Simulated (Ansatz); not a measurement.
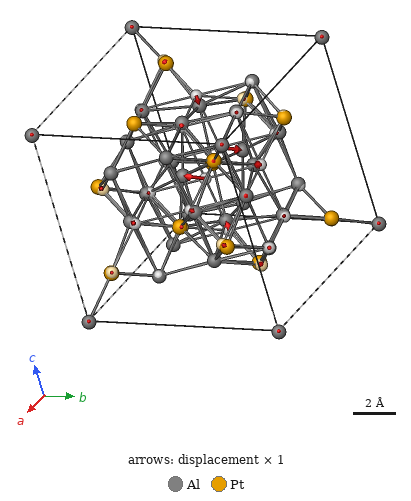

A relaxation of a defect cell of composition Al13Pt6 (started half-way along a vacancy jump, in the symmetry of that start). The starting structure is drawn faded, the final one solid; red arrows show the displacements, at their true length.

Style: ball-and-stick. Shown: the cell of the calculation (origin shifted), from a free direction.

The calculation used Ansatz 0.2.0, DFT PBE, scalar-relativistic, plane waves, PAW. (plane-wave cutoff 420 eV; k-point mesh 3 × 3 × 3; occupations gaussian; smearing width 0.1 eV; no spin polarisation; atoms relaxed in a fixed cell; force threshold 0.02 eV/Å; at most 60 steps)

Which element moves most?

Answer. Aluminium: up to 1.24 Å, against 0.28 Å for platinum.

Describe the change and its energy.

Answer. The largest moves, 1.24 Å, are those of Al atoms. By element the largest moves are Al 1.24 Å, Pt 0.28 Å. The lattice vectors keep their values. Near-neighbour distances that change, for instance: Al–Al 2.973 → 3.964 Å, Al–Pt 1.487 → 2.415 Å, Al–Pt 3.324 → 2.813 Å, Al–Al 2.973 → 3.482 Å. Among the angles between lasting bonds that change: Al–Al–Pt 180.0° → 126.8°, Al–Al–Pt 125.3° → 173.8°, Al–Al–Pt 125.3° → 173.0°. After 11 accepted moves (12 points after the start) the energy has fallen by 30.787 eV per cell of the calculation. The largest force component goes from 70 to 0.013 eV/Å. 1 step only repeated the SCF at the same geometry.
